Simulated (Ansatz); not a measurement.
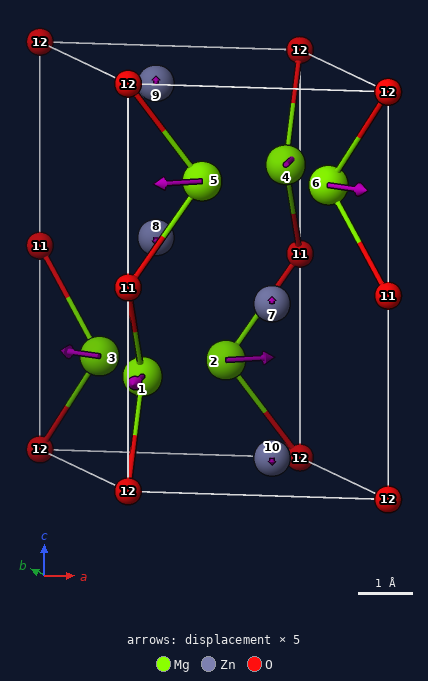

This is a relaxation of crystalline Mg₃Zn₂O (a generated structure, set up in P6_3/mmc) (coarse preliminary run). The starting structure is drawn; purple arrows show the displacements (the part carried along by the change of the cell is left out), 5 times their true length.

A ball-and-stick model of the cell of the calculation, seen slightly off an axis.

Computed with Ansatz 0.2.0, DFT PBE, scalar-relativistic, plane waves, PAW. Set-up: plane-wave cutoff 420 eV; k-point mesh 6 × 6 × 2; occupations gaussian; smearing width 0.1 eV; no spin polarisation; cell and atoms relaxed; force threshold 0.04 eV/Å; at most 70 steps.

**Atoms of which element are displaced furthest, and by how much?**

Magnesium: up to 0.20 Å, against 0.03 Å for zinc.

**What happened in the run?**

Over 10 accepted moves (12 points after the start) the energy falls by 782 meV per atom. Largest force component: 1.7 eV/Å at the start, 0.019 eV/Å at the end. Pressure: 16.16 GPa at the start and −0.04 GPa at the end. At 2 points the geometry stayed and the basis and grid were re-selected for the new cell (energy shift of 56.4 meV per atom at most each time). The largest moves relative to the cell, 0.20 Å, are those of Mg1, Mg2, Mg3, Mg4, Mg5 and Mg6. Mg1 goes along [−1 −2 0]. Largest moves by element: Mg 0.20 Å, Zn 0.03 Å. O stays in place. The volume changes by +21.8 %, with a = b 4.947 → 6.239 Å (+26.1 %), c 7.733 → 5.922 Å (−23.4 %). Among the contacts that change: Mg1–Mg2 2.405 → 3.377 Å, Zn7–Zn10 2.926 → 2.302 Å, Mg1–Mg2 (another image) 2.542 → 2.862 Å, Mg1–O11 2.427 → 2.219 Å. Among the angles between lasting bonds that change: O11–Mg1–O12 105.6° → 83.7°, Mg1–O11–Mg5 116.8° → 99.7°, Mg1–O11–Mg2 63.2° → 80.3°. The space group stays P6_3/mmc (No. 194). Cost: 5.6 min on 1 thread of Intel(R) Xeon(R) Processor @ 2.50GHz (Skylake/Cascade Lake) (shared host), peak memory 0.56 GiB.

Limits of the set-up: the k-point mesh is coarse for a cell with partly filled bands; layers or molecules are held without a dispersion correction, so their spacing is unreliable.
